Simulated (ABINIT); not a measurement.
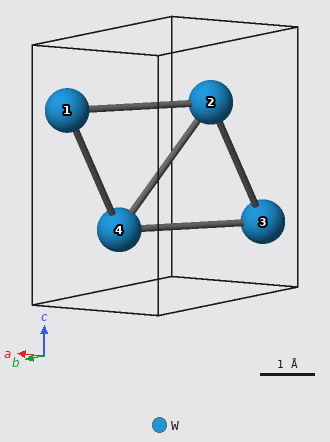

**Figure 1.** The input geometry (ball-and-stick view of the cell of the calculation, seen at an oblique angle; atoms are numbered from 1 in the order of the input). An atom can appear more than once, as a periodic image. Near neighbours in the periodic cell (some may lie outside the picture): W has 12 W at 2.70 to 3.06 Å.

# Phonon calculation of W (part 1 of 2)

W (Pbcm, 4 atoms in the cell), computed with Kohn-Sham DFT of a periodic cell, LDA, PseudoDojo NC SR LDA v0.4.1 standard, no spin polarisation (ABINIT 10.8.3).

The structure derives from a Materials Project entry.

**Input file**
```
ndtset 2

pp_dirpath "./"
pseudos "W.upf"

acell 3*1.0
rprim
     5.3094916828     0.0000000000     0.0000000000
     0.0000000000     9.1913822058     0.0000000000
     0.0000000000     0.0000000000     9.3044350712
ntypat 1
znucl 74
natom 4
typat 1 1 1 1
chkprim 0
chksymtnons 0
tolsym 1.0e-6
xred
   0.7931720000   0.9368430000            3/4
   0.2068280000   0.4368430000            3/4
   0.2068280000   0.0631570000            1/4
   0.7931720000   0.5631570000            1/4

ecut 35.0

ngkpt 8 6 6
nshiftk 1
shiftk 0.0 0.0 0.0

ixc 7

nband 38
occopt 6
tsmear 0.00367493

nstep 80

prteig 0
prtebands 0
prtwf 0
prtden 0
prtpot 0

kptopt1 1
tolvrs1 1.0e-15
prtwf1 1
tolwfr1 1.0e-14
nbdbuf1 4
nline1 6

rfphon2 1
rfatpol2 1 4
rfdir2 1 1 1
getwfk2 1
kptopt2 2
nqpt2 1
qpt2 0.0 0.0 0.0
tolvrs2 1.0e-10
```

**File mrgddb.in**
```
merged_DDB
W
2
runo_DS1_DDB
runo_DS2_DDB
```

**File anaddb.abi**
```
ddb_filepath "merged_DDB"
output_file "anaddb.abo"
outdata_prefix "ana"
asr 1
chneut 0
dipdip 0
dieflag 0
enunit 0
eivec 0
nph1l 1
qph1l 0.0 0.0 0.0 1.0
```

Run as:
```bash
mpirun --bind-to none -np 4 abinit run.abi > log 2>&1
mrgddb < mrgddb.in > mrgddb.log 2>&1
anaddb anaddb.abi > anaddb.log 2>&1
```

**The program's output**
```
.Version 10.8.3 of ABINIT
 DATASET    1 : space group Pb c m (# 57); Bravais oP (primitive ortho.)
================================================================================
 Values of the parameters that define the memory need for DATASET  1.
     intxc =       0    ionmov =       0      iscf =       7    lmnmax =       8
     lnmax =       8     mgfft =      50  mpssoang =       4    mqgrid =    3001
     natom =       4  nloc_mem =       1    nspden =       1   nspinor =       1
    nsppol =       1      nsym =       8    n1xccc =    2501    ntypat =       1
    occopt =       6   xclevel =       1
       mpw =        4520          nfft =       75000          nkpt =          80
================================================================================
================================================================================

 DATASET    2 : space group Pb c m (# 57); Bravais oP (primitive ortho.)
================================================================================
 Values of the parameters that define the memory need for DATASET  2 (RF).
     intxc =       0      iscf =       7    lmnmax =       8     lnmax =       8
     mgfft =      50  mpssoang =       4    mqgrid =    3001     natom =       4
  nloc_mem =       1    nspden =       1   nspinor =       1    nsppol =       1
      nsym =       8    n1xccc =    2501    ntypat =       1    occopt =       6
   xclevel =       1
      nfft =       75000          nkpt =         148
================================================================================
================================================================================

--------------------------------------------------------------------------------
------------- Echo of variables that govern the present computation ------------
--------------------------------------------------------------------------------
 -outvars: echo values of preprocessed input variables --------
            acell      1.0000000000E+00  1.0000000000E+00  1.0000000000E+00 Bohr
              amu      1.83850000E+02
          chkprim           0
      chksymtnons           0
             ecut      3.50000000E+01 Hartree
           getwfk1          0
           getwfk2          1
                       outvar_i_n : Printing only first  50 k-points.
              ixc           7
           jdtset        1    2
                       outvar_i_n : Printing only first  50 k-points.
           kptopt1          1
           kptopt2          2
         kptrlatt        8    0    0      0    6    0      0    0    6
          kptrlen      4.24759335E+01
            natom           4
            nband1         38
            nband2         38
           nbdbuf1          4
           nbdbuf2          2
           ndtset           2
            ngfft          30      50      50
             nkpt1         80
             nkpt2        148
            nline1          6
            nline2          4
             nqpt1          0
             nqpt2          1
            nstep          80
             nsym           8
           ntypat           1
                       prtocc : prtvol=0, do not print more k-points.
                       prtocc : prtvol=0, do not print more k-points.
           occopt           6
        optdriver1          0
        optdriver2          1
           prtden           0
        prtebands           0
           prteig           0
            prtwf1          1
            prtwf2          0
           rfphon1          0
           rfphon2          1
            rprim      5.3094916828E+00  0.0000000000E+00  0.0000000000E+00
                       0.0000000000E+00  9.1913822058E+00  0.0000000000E+00
                       0.0000000000E+00  0.0000000000E+00  9.3044350712E+00
          spgroup          57
           tolsym      1.00000000E-06
           tolvrs1     1.00000000E-15
           tolvrs2     1.00000000E-10
           tolwfr1     1.00000000E-14
           tolwfr2     0.00000000E+00
           tsmear      3.67493000E-03 Hartree
            typat      1  1  1  1
                       outvars : Printing only first  50 k-points.
           xangst      2.2285452264E+00  4.5566825593E+00  3.6927712475E+00
                       5.8111677175E-01  2.1247475610E+00  3.6927712475E+00
                       5.8111677175E-01  3.0718743738E-01  1.2309237492E+00
                       2.2285452264E+00  2.7391224357E+00  1.2309237492E+00
            xcart      4.2113401370E+00  8.6108820798E+00  6.9783263034E+00
                       1.0981515458E+00  4.0151909769E+00  6.9783263034E+00
                       1.0981515458E+00  5.8050012597E-01  2.3261087678E+00
                       4.2113401370E+00  5.1761912289E+00  2.3261087678E+00
             xred      7.9317200000E-01  9.3684300000E-01  7.5000000000E-01
                       2.0682800000E-01  4.3684300000E-01  7.5000000000E-01
                       2.0682800000E-01  6.3157000000E-02  2.5000000000E-01
                       7.9317200000E-01  5.6315700000E-01  2.5000000000E-01
            znucl       74.00000

================================================================================

 chkinp: Checking input parameters for consistency, jdtset=   1.

 chkinp: Checking input parameters for consistency, jdtset=   2.

================================================================================
== DATASET  1 ==================================================================

--- !DatasetInfo
iteration_state: {dtset: 1, }
dimensions: {natom: 4, nkpt: 80, mband: 38, nsppol: 1, nspinor: 1, nspden: 1, mpw: 4520, }
cutoff_energies: {ecut:  35.0, pawecutdg:  -1.0, }
electrons: {nelect:   5.60000000E+01, charge:   0.00000000E+00, occopt:   6.00000000E+00, tsmear:   3.67493000E-03, }
meta: {optdriver: 0, ionmov: 0, optcell: 0, iscf: 7, paral_kgb: 0, }
...

 Exchange-correlation functional for the present dataset will be:
  LDA: Perdew-Wang 92 LSD fit to Ceperley-Alder data - ixc=7
  J.P.Perdew and Y.Wang, PRB 45, 13244 (1992)

 Real(R)+Recip(G) space primitive vectors, cartesian coordinates (Bohr,Bohr^-1):
 R(1)=  5.3094917  0.0000000  0.0000000  G(1)=  0.1883419  0.0000000  0.0000000
 R(2)=  0.0000000  9.1913822  0.0000000  G(2)=  0.0000000  0.1087976  0.0000000
 R(3)=  0.0000000  0.0000000  9.3044351  G(3)=  0.0000000  0.0000000  0.1074756
 Unit cell volume ucvol=  4.5407102E+02 bohr^3
 Angles (23,13,12)=  9.00000000E+01  9.00000000E+01  9.00000000E+01 degrees

 getcut: wavevector=  0.0000  0.0000  0.0000  ngfft=  30  50  50
         ecut(hartree)=     35.000   => boxcut(ratio)=   2.01781

--- Pseudopotential description ------------------------------------------------
- pspini: atom type   1  psp file is ./W.upf
  74.00000  14.00000  180309                  znucl, zion, pspdat
12 -1012 3 -1 1380                            pspcod,pspxc,lmax,lloc,mmax
     nproj     2     2     2     2

   2.52584065E+03                                ecore*ucvol(ha*bohr**3)
--------------------------------------------------------------------------------

================================================================================

--- !BeginCycle
iteration_state: {dtset: 1, }
solver: {iscf: 7, nstep: 80, nline: 6, wfoptalg: 0, }
tolerances: {tolwfr: 1.00E-14, tolvrs: 1.00E-15, }
...

     iter   Etot(hartree)      deltaE(h)  residm     vres2
 ETOT  1  -303.47351786468    -3.035E+02 7.085E-02 7.996E+01
 ETOT  2  -303.61259479194    -1.391E-01 7.531E-04 9.281E+00
 ETOT  3  -303.61533283460    -2.738E-03 2.680E-04 4.212E-03
 ETOT  4  -303.61533535771    -2.523E-06 6.110E-05 2.152E-04
 ETOT  5  -303.61533542024    -6.253E-08 1.409E-05 5.280E-06
 ETOT  6  -303.61533542193    -1.690E-09 3.227E-06 3.792E-08
 ETOT  7  -303.61533542194    -1.216E-11 6.833E-07 1.057E-09
 ETOT  8  -303.61533542194    -2.331E-12 1.560E-07 3.113E-11
 ETOT  9  -303.61533542194     8.527E-13 3.227E-08 3.193E-12
 ETOT 10  -303.61533542194     1.421E-12 8.900E-09 3.453E-13
 ETOT 11  -303.61533542194    -1.535E-12 1.518E-09 2.833E-15
 ETOT 12  -303.61533542194    -1.137E-13 6.777E-10 1.073E-17
 ETOT 13  -303.61533542194     2.615E-12 8.515E-11 5.523E-19
 ETOT 14  -303.61533542194    -1.876E-12 5.152E-11 8.001E-20
 ETOT 15  -303.61533542194     7.390E-13 6.545E-12 2.569E-19
 ETOT 16  -303.61533542194    -2.728E-12 3.904E-12 5.523E-19
 ETOT 17  -303.61533542194    -1.137E-12 5.005E-13 1.927E-18
 ETOT 18  -303.61533542194     1.705E-12 2.947E-13 1.200E-18
 ETOT 19  -303.61533542194     3.070E-12 3.807E-14 6.926E-19
 ETOT 20  -303.61533542194    -2.956E-12 2.218E-14 2.659E-18
 ETOT 21  -303.61533542194     6.821E-13 9.814E-15 2.804E-18

 At SCF step   21  max residual=  9.81E-15 < tolwfr=  1.00E-14 AND vres2   =  2.80E-18 < tolvrs=  1.00E-15 =>converged.

 Cartesian components of stress tensor (hartree/bohr^3)
  sigma(1 1)=  5.61490601E-04  sigma(3 2)=  0.00000000E+00
  sigma(2 2)=  5.78535652E-04  sigma(3 1)=  0.00000000E+00
  sigma(3 3)=  5.49384774E-04  sigma(2 1)=  0.00000000E+00

--- !ResultsGS
iteration_state: {dtset: 1, }
comment   : Summary of ground state results
lattice_vectors:
- [  5.3094917,   0.0000000,   0.0000000, ]
- [  0.0000000,   9.1913822,   0.0000000, ]
- [  0.0000000,   0.0000000,   9.3044351, ]
lattice_lengths: [   5.30949,    9.19138,    9.30444, ]
lattice_angles: [ 90.000,  90.000,  90.000, ] # degrees, (23, 13, 12)
lattice_volume:   4.5407102E+02
convergence: {deltae:  6.821E-13, res2:  2.804E-18, residm:  9.814E-15, diffor: null, }
etotal    :  -3.03615335E+02
entropy   :   0.00000000E+00
fermie    :   6.50836130E-01
cartesian_stress_tensor: # hartree/bohr^3
- [  5.61490601E-04,   0.00000000E+00,   0.00000000E+00, ]
- [  0.00000000E+00,   5.78535652E-04,   0.00000000E+00, ]
- [  0.00000000E+00,   0.00000000E+00,   5.49384774E-04, ]
pressure_GPa:  -1.6568E+01
xred      :
- [  7.9317E-01,   9.3684E-01,   7.5000E-01,  W]
- [  2.0683E-01,   4.3684E-01,   7.5000E-01,  W]
- [  2.0683E-01,   6.3157E-02,   2.5000E-01,  W]
- [  7.9317E-01,   5.6316E-01,   2.5000E-01,  W]
cartesian_forces: # hartree/bohr
- [  1.84833394E-03,   1.51263030E-03,  -3.60329114E-31, ]
- [ -1.84833394E-03,   1.51263030E-03,   4.02720775E-31, ]
- [ -1.84833394E-03,  -1.51263030E-03,   3.17937454E-31, ]
- [  1.84833394E-03,  -1.51263030E-03,  -3.60329114E-31, ]
force_length_stats: {min:   2.38838623E-03, max:   2.38838623E-03, mean:   2.38838623E-03, }
...

 Integrated electronic density in atomic spheres:
 ------------------------------------------------
 Atom  Sphere_radius  Integrated_density
    1        2.00000         10.16231438
    2        2.00000         10.16231438
    3        2.00000         10.16231438
    4        2.00000         10.16231438
================================================================================

 ----iterations are completed or convergence reached----

 Mean square residual over all n,k,spin=   36.903E-16; max=  98.141E-16
 reduced coordinates (array xred) for    4 atoms
       0.793172000000      0.936843000000      0.750000000000
       0.206828000000      0.436843000000      0.750000000000
       0.206828000000      0.063157000000      0.250000000000
       0.793172000000      0.563157000000      0.250000000000
 rms dE/dt=  9.8253E-03; max dE/dt=  1.3903E-02; dE/dt below (all hartree)
    1      -0.009813713700     -0.013903163212      0.000000000000
    2       0.009813713700     -0.013903163212     -0.000000000000
    3       0.009813713700      0.013903163212     -0.000000000000
    4      -0.009813713700      0.013903163212      0.000000000000

 cartesian coordinates (angstrom) at end:
    1      2.22854522636544     4.55668255932685     3.69277124749904
    2      0.58111677174523     2.12474756097235     3.69277124749904
    3      0.58111677174523     0.30718743738215     1.23092374916635
    4      2.22854522636544     2.73912243573665     1.23092374916635

 cartesian forces (hartree/bohr) at end:
    1      0.00184833394348     0.00151263029875    -0.00000000000000
    2     -0.00184833394348     0.00151263029875     0.00000000000000
    3     -0.00184833394348    -0.00151263029875     0.00000000000000
    4      0.00184833394348    -0.00151263029875    -0.00000000000000
 frms,max,avg= 1.3789354E-03 1.8483339E-03   0.000E+00  0.000E+00  0.000E+00 h/b

 cartesian forces (eV/Angstrom) at end:
    1      0.09504515282478     0.07778257734186    -0.00000000000000
    2     -0.09504515282478     0.07778257734186     0.00000000000000
    3     -0.09504515282478    -0.07778257734186     0.00000000000000
    4      0.09504515282478    -0.07778257734186    -0.00000000000000
 frms,max,avg= 7.0907711E-02 9.5045153E-02   0.000E+00  0.000E+00  0.000E+00 e/A
 length scales=  1.000000000000  1.000000000000  1.000000000000 bohr
              =  0.529177210544  0.529177210544  0.529177210544 angstroms
 Fermi (or HOMO) energy (hartree) =   0.65084   Average Vxc (hartree)=  -0.51259
 Eigenvalues (hartree) for nkpt=  80  k points:
 kpt#   1, nband= 38, wtk=  0.00347, kpt=  0.0000  0.0000  0.0000 (reduced coord)
  -2.06305   -2.06022   -2.05901   -2.05723   -0.76792   -0.76599   -0.76222   -0.75311
  -0.73661   -0.73211   -0.73064   -0.73039   -0.72782   -0.72542   -0.72398   -0.72354
   0.32144    0.44045    0.46208    0.47483    0.47807    0.58368    0.62817    0.62982
   0.63367    0.63614    0.63696    0.63730    0.63995    0.64770    0.66904    0.70573
   0.73834    0.77198    0.79990    0.81402    0.82418    0.82931
      occupation numbers for kpt#   1
   2.00000    2.00000    2.00000    2.00000    2.00000    2.00000    2.00000    2.00000
   2.00000    2.00000    2.00000    2.00000    2.00000    2.00000    2.00000    2.00000
   2.00000    2.00000    2.00000    2.00000    2.00000    2.00000    2.00000    2.00000
   2.00000    2.00000    2.00000    2.00000    2.00023    2.00481   -0.00000    0.00000
   0.00000    0.00000    0.00000    0.00000    0.00000    0.00000
 prteigrs : prtvol=0 or 1, do not print more k-points.

--- !EnergyTerms
iteration_state     : {dtset: 1, }
comment             : Components of total free energy in Hartree
kinetic             :  8.10774974053384E+01
hartree             :  3.45190218237531E+01
xc                  : -6.57532192927728E+01
Ewald energy        : -2.33271021784224E+02
psp_core            :  5.56265554175238E+00
local_psp           : -1.76621483000073E+02
non_local_psp       :  5.08712010731048E+01
internal            : -3.03615348233121E+02
'-kT*entropy'       :  1.28111806152983E-05
total_energy        : -3.03615335421941E+02
total_energy_eV     : -8.26179416236951E+03
band_energy         : -2.12271191866298E+01
...

 Cartesian components of stress tensor (hartree/bohr^3)
  sigma(1 1)=  5.61490601E-04  sigma(3 2)=  0.00000000E+00
  sigma(2 2)=  5.78535652E-04  sigma(3 1)=  0.00000000E+00
  sigma(3 3)=  5.49384774E-04  sigma(2 1)=  0.00000000E+00

-Cartesian components of stress tensor (GPa)         [Pressure= -1.6568E+01 GPa]
- sigma(1 1)=  1.65196238E+01  sigma(3 2)=  0.00000000E+00
- sigma(2 2)=  1.70211065E+01  sigma(3 1)=  0.00000000E+00
- sigma(3 3)=  1.61634581E+01  sigma(2 1)=  0.00000000E+00

================================================================================
== DATASET  2 ==================================================================

--- !DatasetInfo
iteration_state: {dtset: 2, }
dimensions: {natom: 4, nkpt: 148, mband: 38, nsppol: 1, nspinor: 1, nspden: 1, mpw: 4523, }
cutoff_energies: {ecut:  35.0, pawecutdg:  -1.0, }
electrons: {nelect:   5.60000000E+01, charge:   0.00000000E+00, occopt:   6.00000000E+00, tsmear:   3.67493000E-03, }
meta: {optdriver: 1, rfphon: 1, }
...

 mkfilename : getwfk/=0, take file _WFK from output of DATASET   1.

 Exchange-correlation functional for the present dataset will be:
  LDA: Perdew-Wang 92 LSD fit to Ceperley-Alder data - ixc=7
  J.P.Perdew and Y.Wang, PRB 45, 13244 (1992)

 Real(R)+Recip(G) space primitive vectors, cartesian coordinates (Bohr,Bohr^-1):
 R(1)=  5.3094917  0.0000000  0.0000000  G(1)=  0.1883419  0.0000000  0.0000000
 R(2)=  0.0000000  9.1913822  0.0000000  G(2)=  0.0000000  0.1087976  0.0000000
 R(3)=  0.0000000  0.0000000  9.3044351  G(3)=  0.0000000  0.0000000  0.1074756
 Unit cell volume ucvol=  4.5407102E+02 bohr^3
 Angles (23,13,12)=  9.00000000E+01  9.00000000E+01  9.00000000E+01 degrees
 setup1 : take into account q-point for computing boxcut.

 getcut: wavevector=  0.0000  0.0000  0.0000  ngfft=  30  50  50
         ecut(hartree)=     35.000   => boxcut(ratio)=   2.01781
--------------------------------------------------------------------------------
```
